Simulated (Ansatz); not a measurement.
## Single-point calculation of WS2

- system: WS2 (slab, 9 atoms in the cell)
- method: DFT PBE+D3(BJ), scalar-relativistic, plane waves, PAW, no spin polarisation (Ansatz 0.2.0)

The structure derives from an entry of the Crystallography Open Database.

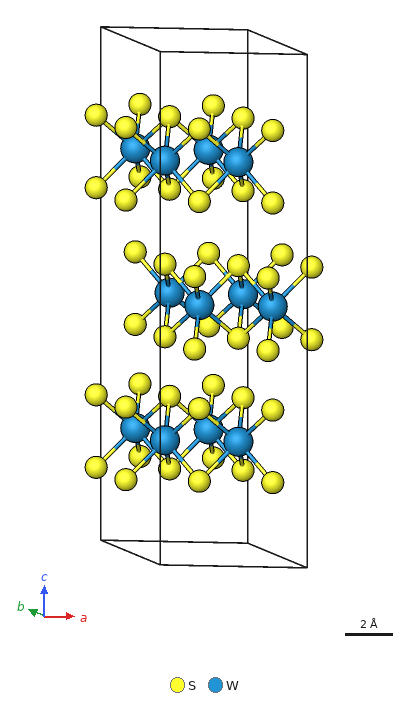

The structure as given in the input (ball-and-stick view of the 2 × 2 repeat of the cell, with the vacuum cut short, seen slightly off an axis; bonded neighbours outside the cell are drawn too). Near neighbours in the crystal (not all of them lie inside the picture): S has 3 W at 2.41 Å; W has 6 S at 2.41 Å.

**Summary**

- outcome: converged
- electrons treated: 78
- free energy: −36577.6647 eV
- work function, top face: 4.52 eV
- work function, bottom face: 4.52 eV
- Fermi energy: 5.752 eV
- gap on the k-point mesh: 1.23 eV
- work function (upper face): 4.52 eV
- largest force (length of the vector): 0.050 eV/Å
- hardware: 1 thread of Arm Neoverse V1, 24 GiB of memory available, shared host
- wall time: 24 s
- peak memory: 0.46 GiB

**Notes**

Spin–orbit coupling is left out, which matters for W.

**Input**
```yaml
crystal:
  lattice:
    - [3.1537893005, 0.0, 0.0]
    - [-1.5768946503, 2.7312616524, 0.0]
    - [0.0, 0.0, 30.2931115581]
  atoms:
    - { symbol: S, position: [0.6666666667, 0.3333333333, 0.2475810379] }
    - { symbol: W, position: [0.3333333333, 0.6666666667, 0.2995700789] }
    - { symbol: S, position: [0.6666666667, 0.3333333333, 0.3515591199] }
    - { symbol: S, position: [0.3333333333, 0.6666666667, 0.448010959] }
    - { symbol: W, position: [0.6666666667, 0.3333333333, 0.5] }
    - { symbol: S, position: [0.3333333333, 0.6666666667, 0.551989041] }
    - { symbol: S, position: [0.6666666667, 0.3333333333, 0.6484408801] }
    - { symbol: W, position: [0.3333333333, 0.6666666667, 0.7004299211] }
    - { symbol: S, position: [0.6666666667, 0.3333333333, 0.7524189621] }
basis:
  ecutwfc: 420
kpoints:
  mp_grid: { grid: [9, 9, 1] }
hamiltonian:
  xc: pbe
  dispersion: d3bj
scf:
  occupations: { method: gaussian, width: 0.05 }
output:
  forces: true
  stress: true
  eigenvalues: true
  write_density: true
  write_potential: true
  elf: true
  volumetric_format: npy
efield:
  axis: 3
  dipole_correction: true
```

Launched with:
```bash
ansatz run input.yaml --threads 1 --pin off --max-ram 2560MiB --backend cpu --events-out ev --progress --plain --runs-dir out
```

**Log**
```
Engine: ansatz 0.2.0, aarch64-unknown-linux-gnu
Pseudopotentials: kind: paw
Pseudopotential: S, paw, valence charge 6, recommended cutoff 420 eV (normal), S.paw.azcp
Pseudopotential: W, paw, valence charge 14, recommended cutoff 420 eV (normal), W.paw.azcp
Functional definition: PBE
  parameter kappa = 0.804
  parameter beta = 0.06672455060314922
  exchange = pbe_x(kappa = kappa, mu = beta*pi^2/3)
  correlation = pbe_c(beta = beta)
Crystal: 9 atoms, lattice volume = 260.940 Å³
Basis set: ecut = 420 eV, 5069 PW (Γ), exchange–correlation on 48×48×432 points (8 copies of the dense FFT grid, shifted against one another)
Bands: 48, of which v1, the nominal top of the filled ones, is band 39 counted from 1 (38 counted from 0)
Symmetry: 6 space group operations
k-points: 12 of 81 (time reversal used)
Non-local potential: S, projectors of the file, l = 0: 2, l = 1: 2, l = 2: 2
Non-local potential: W, projectors of the file, l = 0: 3, l = 1: 2, l = 2: 2, l = 3: 1
PAW form: soft (Blöchl's): semilocal exchange-correlation on the pseudo side does not see the compensation charge
PAW one-centre angular grid: S, 110 points (default); XC on 64 Gauss nodes
PAW one-centre angular grid: W, 590 points (default); XC on 64 Gauss nodes
Initial density: superposition of atomic densities (neutral atoms: chi_scale 0, normalization atom), corrected by the library's trained network
Initial wavefunctions: pseudopotential atomic-orbital guess
Functional: x = pbe(κ = 0.804, μ = 0.2195149727645171), c = pbe(β = 0.06672455060314922)
SCF iter   1: F=—  HF=-36577.653616 eV  |F-HF|=—  |Δ(HF+E_count)|=         —  Δρ=4.27e-3  dr2=6.57e-2  ethr=1.77e-3  p=0.000 e·Å  D=2.74e-14 V/Å  ΔV_dip=-0.00 eV  dr2_dipole=2.40e-8  V_vac-E_F(+/−)=4.58/4.58 eV  ⟨swp⟩=8.2  Hψ=2809  notcnv=0
efield: sawtooth ramp at fractional position 0.9500 (placed from the atoms, in the widest stretch of the axis that holds none; the zero of the levels goes with the place), width 0.1000; the density the first Hamiltonian is built on has a dipole p = 0.000 e·Å; the dipole correction subtracts the counter field D = 2.74e-14 V/Å, which shifts the + side's vacuum level by -0.00 eV against the − side's; the planar-averaged density in the ramp window peaks in size at 4.4e-5 e/Å³
preconditioner: auto → Resta (q_TF=auto, 2.231 Å⁻¹)  ε∞=5.0  [insulator: Δε(μ)=1.196 eV  Ē_g=8.430 eV  σ=0.050 eV  W_gap=1.00  n_scr=20 (ndim 8)  ℏωp=16.9 eV  f_vac=0.392  D(μ)=0.00/eV (n_scr^D=0)  ε∞_Penn≈5.0  vacuum switching on, ρ_ref=5.2e-3 e/Å³]
SCF iter   2: F=—  HF=-36577.657977 eV  |F-HF|=—  |Δ(HF+E_count)|=   4.36e-3  Δρ=2.32e-3  dr2=1.09e-2  ethr=8.42e-5  p=-0.000 e·Å  D=-1.48e-5 V/Å  ΔV_dip=0.00 eV  dr2_dipole=1.58e-8  V_vac-E_F(+/−)=4.65/4.65 eV  ⟨swp⟩=2.4  Hψ=1011  notcnv=0  defer=27
SCF iter   3: F=—  HF=-36577.662032 eV  |F-HF|=—  |Δ(HF+E_count)|=   4.06e-3  Δρ=1.32e-3  dr2=2.17e-3  ethr=1.40e-5  p=-0.000 e·Å  D=-2.88e-6 V/Å  ΔV_dip=0.00 eV  dr2_dipole=2.21e-11  V_vac-E_F(+/−)=4.58/4.58 eV  ⟨swp⟩=2.0  Hψ=791  notcnv=0  defer=27
SCF iter   4: F=—  HF=-36577.664262 eV  |F-HF|=—  |Δ(HF+E_count)|=   2.23e-3  Δρ=6.08e-4  dr2=7.50e-4  ethr=2.78e-6  p=-0.000 e·Å  D=-3.53e-6 V/Å  ΔV_dip=0.00 eV  dr2_dipole=2.33e-9  V_vac-E_F(+/−)=4.56/4.56 eV  ⟨swp⟩=2.1  Hψ=844  notcnv=0  defer=27
SCF iter   5: F=—  HF=-36577.664654 eV  |F-HF|=—  |Δ(HF+E_count)|=   3.93e-4  Δρ=1.36e-4  dr2=5.02e-5  ethr=9.61e-7  p=0.000 e·Å  D=1.92e-6 V/Å  ΔV_dip=-0.00 eV  dr2_dipole=2.12e-10  V_vac-E_F(+/−)=4.54/4.54 eV  ⟨swp⟩=2.0  Hψ=777  notcnv=0  defer=27
SCF iter   6: F=—  HF=-36577.664677 eV  |F-HF|=—  |Δ(HF+E_count)|=   2.30e-5  Δρ=2.76e-5  dr2=7.26e-6  ethr=6.44e-8  p=-0.000 e·Å  D=-3.45e-7 V/Å  ΔV_dip=0.00 eV  dr2_dipole=1.39e-10  V_vac-E_F(+/−)=4.53/4.53 eV  ⟨swp⟩=2.7  Hψ=1155  notcnv=0  defer=27
SCF iter   7: F=—  HF=-36577.664676 eV  |F-HF|=—  |Δ(HF+E_count)|=   1.24e-6  Δρ=9.36e-6  dr2=6.31e-7  ethr=9.31e-9  p=0.000 e·Å  D=2.33e-6 V/Å  ΔV_dip=-0.00 eV  dr2_dipole=6.85e-10  V_vac-E_F(+/−)=4.52/4.52 eV  ⟨swp⟩=2.1  Hψ=832  notcnv=0  defer=27
SCF iter   8: F=—  HF=-36577.664676 eV  |F-HF|=—  |Δ(HF+E_count)|=   3.22e-8  Δρ=7.47e-6  dr2=4.83e-7  ethr=1.28e-10  p=-0.000 e·Å  D=-4.43e-6 V/Å  ΔV_dip=0.00 eV  dr2_dipole=3.15e-9  V_vac-E_F(+/−)=4.52/4.52 eV  ⟨swp⟩=18.9  Hψ=5566  notcnv=0
SCF iter   9: F=-36577.664676 eV  HF=-36577.664676 eV  |F-HF|=1.31e-10  |Δ(HF+E_count)|=   6.69e-8  Δρ=1.28e-6  dr2=7.03e-9  ethr=1.28e-10  p=0.000 e·Å  D=6.67e-7 V/Å  ΔV_dip=-0.00 eV  dr2_dipole=6.68e-11  V_vac-E_F(+/−)=4.52/4.52 eV  ⟨swp⟩=9.7  Hψ=4658  notcnv=0
SCF 1 converged in 9 iterations: F = -36577.664676 eV  dr2 = 7.03e-9
  greatest PAW one-centre occupation: 1.000 electrons in one spin orbital (limit 2), on the W atom at site 7 (counted from 0), in its partial waves of l = 0
```

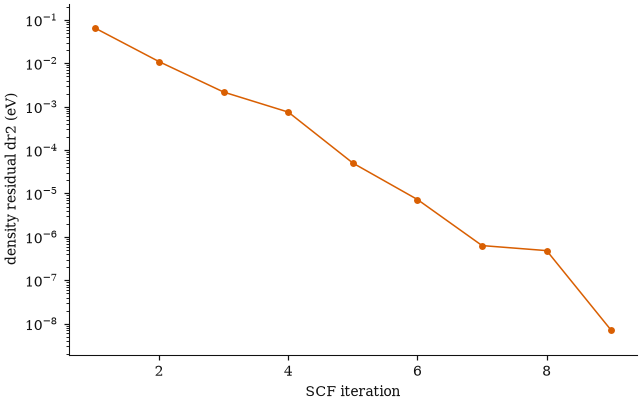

Convergence of the self-consistent field: density residual dr2 against the SCF iteration. The residual falls at every step.

```
SCF converged after 9 iterations
Free energy (F): -36577.664676 eV
Harris-Foulkes:  -36577.664676 eV  (|F-HF|=1.31e-10)
Internal energy: -36577.664676 eV  (E = F + TS)
E sigma→0 (E₀):  -36577.664676 eV
Fermi energy:    5.751804 eV
Dipole field:    D = -0.000009 V/Å  (p = -0.000013 e·Å, saw-weighted, corrected)
Work function:   Φ+ = 4.5189 eV   Φ− = 4.5186 eV
Levels:          The Fermi level and band energies are counted from a zero that moves with the ramp; work functions are not
--- Per-component energies (eV) ---
  E_band       = -1066.842918
  E_kinetic    = 2001.346340
  E_local      = -61193.055549  (includes V_loc(G=0)·N_el)
  E_nonlocal   = 172.132692
  E_hartree    = 29802.323699
  E_xc         = -1387.514319
  E_vxc        = -1246.515906  (∫ρ·V_xc dr)
  E_paw        = -29289.488214  (= ΣΔE_a)
  E_vpaw       = -405.382291  (= ΣTr[D̂ρ^β])
  E_aug_tail   = -0.000184  (compensation charges beyond the density's cutoff)
  E_efield     = 0.000000  (sawtooth field / dipole correction)
  E_vefield    = 0.000000  (∫n·V_field dr)
  E_ewald      = 23320.121778
  E_disp       = -3.530919  (pairwise vdW)
  E_smearing   = -0.000000  (= −TS)
  E_closure    = -0.000000  (closes the sum)
  Σ components = -36577.664676   (vs F -36577.664676, Δ=0.00e0)
--- Forces (eV/Å), atoms counted from 1 ---
  atom   1  S      0.00000000     0.00000000    -0.04990638
  atom   2  W     -0.00000000    -0.00000000     0.03046666
  atom   3  S      0.00000000    -0.00000000     0.01465555
  atom   4  S     -0.00000000    -0.00000000     0.00152807
  atom   5  W      0.00000000     0.00000000     0.00001093
  atom   6  S     -0.00000000     0.00000000    -0.00153122
  atom   7  S      0.00000000    -0.00000000    -0.01465340
  atom   8  W     -0.00000000    -0.00000000    -0.03046996
  atom   9  S      0.00000000     0.00000000     0.04990515
  max |Σ_I F_I| component: 5.40e-6 eV/Å
--- Stress (GPa, compression-positive) ---
        0.168421       0.000000       0.000000
        0.000000       0.168421       0.000000
        0.000000       0.000000       0.141831
  P = ⅓ Tr σ = 0.1596 GPa (1.596 kbar)
--- Band table (eV; the first three rows and the last of 12) ---
  k-point 0: bands = ["-69.3359", "-69.3326", "-69.3325", "-33.6371", "-33.6335", "-33.6335", "-33.4543", "-33.4543", "-33.4501", "-33.4501", "-33.4501", "-33.4501", "-10.4104", "-10.3020", "-10.2050", "-8.8504", "-8.6477", "-8.4805", "-2.3458", "-1.9309", "-1.4937", "1.5796", "1.7448", "1.7448", "1.7584", "1.7584", "1.7616", "1.7616", "2.3393", "2.9806", "2.9806", "3.0119", "3.0119", "3.0304", "3.0304", "3.2363", "4.1643", "4.7710", "5.1380", "7.4987", "7.4987", "7.5045", "7.5045", "7.5286", "7.5286", "7.5873", "7.5873", "7.6682"]
  k-point 1: bands = ["-69.3337", "-69.3303", "-69.3303", "-33.6291", "-33.6256", "-33.6255", "-33.4983", "-33.4941", "-33.4941", "-33.4645", "-33.4603", "-33.4603", "-10.2022", "-10.0943", "-9.9969", "-8.7615", "-8.5685", "-8.4114", "-2.1007", "-1.6913", "-1.2508", "1.2206", "1.2338", "1.2517", "1.2600", "1.8142", "1.9432", "1.9612", "1.9686", "2.1941", "2.6629", "2.6978", "2.7193", "3.0322", "3.1678", "3.5630", "4.1407", "4.5631", "4.7686", "7.1877", "7.2549", "7.3517", "7.3714", "7.3797", "7.4730", "7.4847", "7.4943", "7.5661"]
  k-point 2: bands = ["-69.3280", "-69.3246", "-69.3246", "-33.6088", "-33.6081", "-33.6053", "-33.6053", "-33.6039", "-33.6038", "-33.4902", "-33.4860", "-33.4860", "-9.6313", "-9.5270", "-9.4313", "-8.5184", "-8.3540", "-8.2260", "-1.5134", "-1.1471", "-0.7381", "0.1781", "0.2284", "0.3089", "0.5911", "0.9524", "1.1401", "2.0264", "2.0659", "2.0946", "2.4458", "2.4798", "2.4985", "2.7448", "2.9676", "3.3128", "3.7938", "3.8735", "3.8833", "6.6421", "6.9097", "7.0908", "7.1973", "7.2509", "7.2931", "7.5575", "7.8093", "7.9842"]
  k-point 11: bands = ["-69.3144", "-69.3110", "-69.3110", "-33.7276", "-33.7233", "-33.7233", "-33.6919", "-33.6877", "-33.6877", "-33.5600", "-33.5565", "-33.5565", "-7.7684", "-7.7515", "-7.7514", "-7.7056", "-7.6793", "-7.6792", "-1.3647", "-1.2866", "-1.2204", "-0.9224", "-0.8859", "-0.8711", "-0.0930", "0.0264", "0.1186", "0.4958", "0.5159", "0.6762", "1.1331", "1.2619", "1.3905", "2.1164", "2.2084", "2.2420", "4.4772", "4.5667", "4.6507", "6.5136", "6.5203", "6.5204", "7.3506", "7.8158", "8.3156", "8.5584", "8.5892", "8.6482"]
```

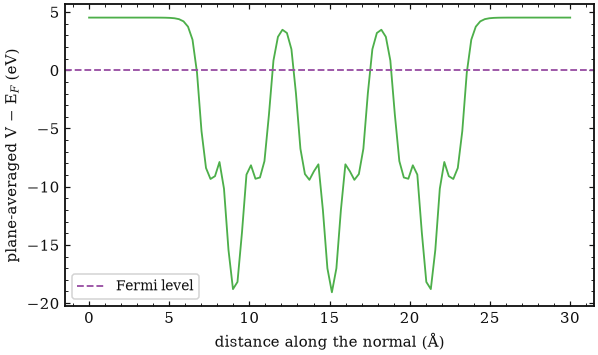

Plane average of the electrostatic potential energy of an electron across the cell, from the Fermi level. The vacuum level lies 4.52 eV above the Fermi level.

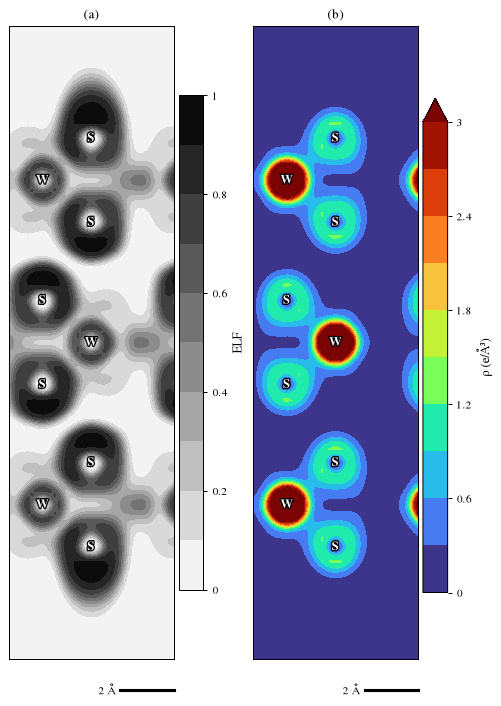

(a) electron localisation function; (b) valence electron density on the (110) plane of the calculation cell, a cut from vacuum to vacuum. The section cuts through S and W sites. W–S (2.41 Å): ρ is about 0.63 e/Å³ halfway; the ELF is about 0.50 at the midpoint. The density dies away to nearly zero in the vacuum. The strong features right at W lie inside the PAW spheres (semicore, d or f shells) and say nothing about bonding. The fields are those of the smooth PAW valence density.

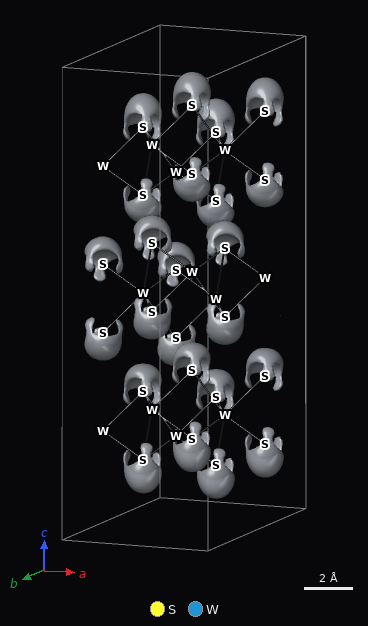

Isosurface of the ELF at 0.85 (grey), seen at an oblique angle. Only the valence region is drawn (cores and ρ < 0.01 e/Å³ removed). Sticks mark near contacts. Counts are for one cell; the picture repeats the cell along the surface. Profiles from the grid: W–S (2.41 Å): the ELF is about 0.50 at the midpoint.

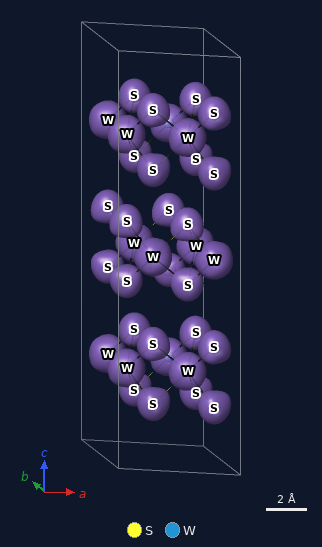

Isosurface of the valence charge density (pseudo) at 0.8 e/Å³ (purple), seen slightly off an axis. Sticks mark near contacts. At this value the density breaks into separate islands; it holds about 55 % of the electrons treated as valence (semicore included). It is pinched off along the W–S (2.41 Å) contacts. On the grid the lowest density along these lines, outside the cores, is 0.63 e/Å³ (W–S, 2.41 Å).
